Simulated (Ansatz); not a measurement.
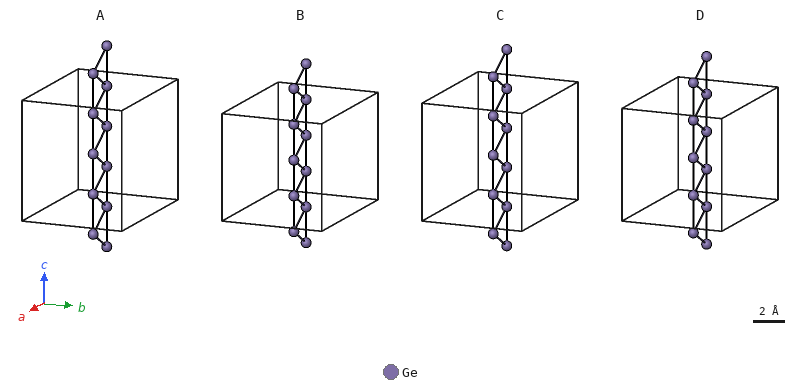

4 geometries from one relaxation of a wire of composition Ge, in shuffled order. The picture is a ball-and-stick view of the 3 repeat of the cell, with the vacuum cut short, seen slightly off an axis.

Case: strip chain of atoms.

These are results of DFT PBE, scalar-relativistic, plane waves, PAW in Ansatz 0.2.0, not measurements. Settings: plane-wave cutoff 420 eV; k-point mesh 1 × 1 × 27; occupations gaussian; smearing width 0.05 eV; collinear spin; cell relaxed at fixed a, b, alpha, beta, gamma; force threshold 0.01 eV/Å; at most 45 steps.

Question: Order the frames from highest to lowest energy.

Answer: B, D, C, A. They are steps 0, 1, 2, 8, at +0.888 eV per cell of the calculation, +0.214 eV per cell of the calculation, +23.7 meV per cell of the calculation relative to the last. The largest moves relative to the layer's centre, 0.11 Å, are those of Ge atoms. Along the periodic axis the drawn cell goes c 7.140 → 8.016 Å (+12.3 %). Some distances before and after: Ge–Ge 2.380 → 2.672 Å, Ge–Ge 2.345 → 2.605 Å. After 6 accepted moves (8 points after the start) the energy has fallen by 0.888 eV per cell of the calculation. Largest force component: 3.4 eV/Å at the start, under 0.0001 eV/Å at the end. The SCF was repeated twice at an unchanged geometry on a basis and grid sized afresh for the cell, which shifted the energy by 4.6 meV per cell of the calculation at most. The program noted that the starting moments weren't kept. The run took 63 s on 2 threads of Arm Neoverse V2 (shared host), peak memory 0.55 GiB.

Limits of the set-up: the k-point mesh is coarse for a cell with partly filled bands.
